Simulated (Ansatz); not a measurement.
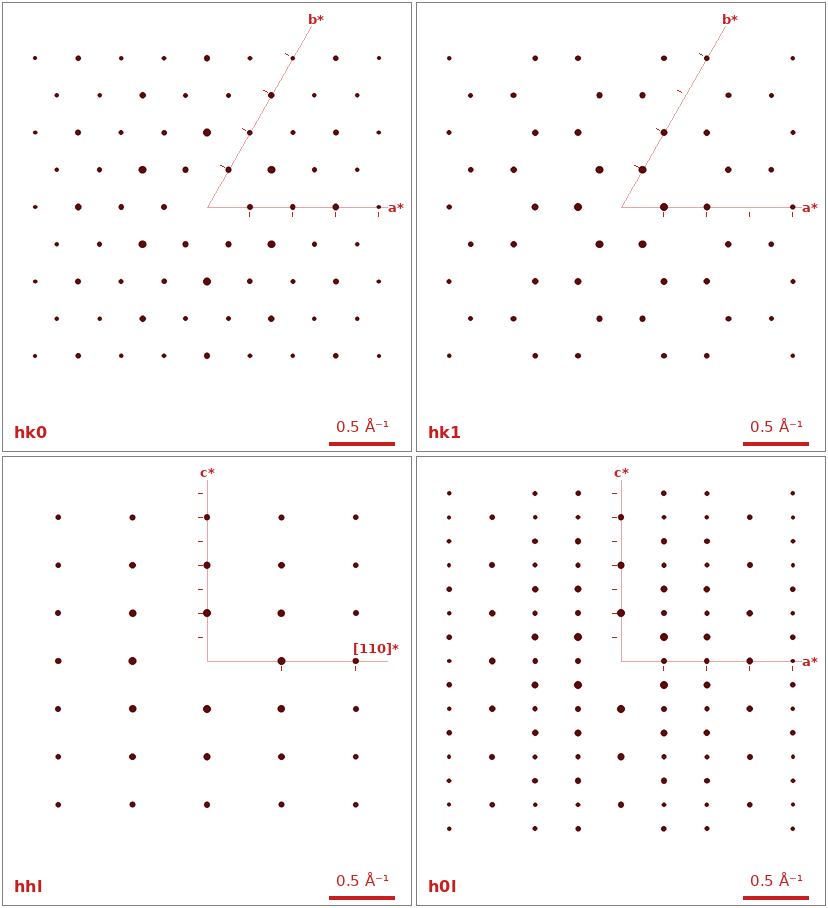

Simulated precession-type sections (X-rays; kinematic intensities, B = 0.5 Å²). The ticks mark integer indices of the conventional cell.

Read the reciprocal cell and give the direct cell.

Answer. a* = 0.335, b* = 0.335, c* = 0.187 Å⁻¹, γ* = 60°; the cell is hexagonal with a = 3.44 Å, c = 5.35 Å (hexagonal axes).

List the systematic absences.

Answer. Reflections are present only under these conditions. hkl: no condition; hk0: no condition; h0l: no condition; hhl: l = 2n; 00l: l = 2n. The lattice is primitive (P). Further gaps, such as 3 0 1, 0 3 1, 3 0 3, come from atoms on special positions, not from the group's general conditions.

Which space groups fit?

Answer. The intensities have Laue symmetry 6/mmm (the hk0 layer shows 6mm, hk1 shows 6mm). With these conditions the candidates are P6_3mc (No. 186), P-62c (No. 190), P6_3/mmc (No. 194). Diffraction geometry alone does not choose among them; the structure has P6_3/mmc. The compound is Lu. Structure: the input geometry of an electronic-structure calculation (not necessarily at equilibrium).
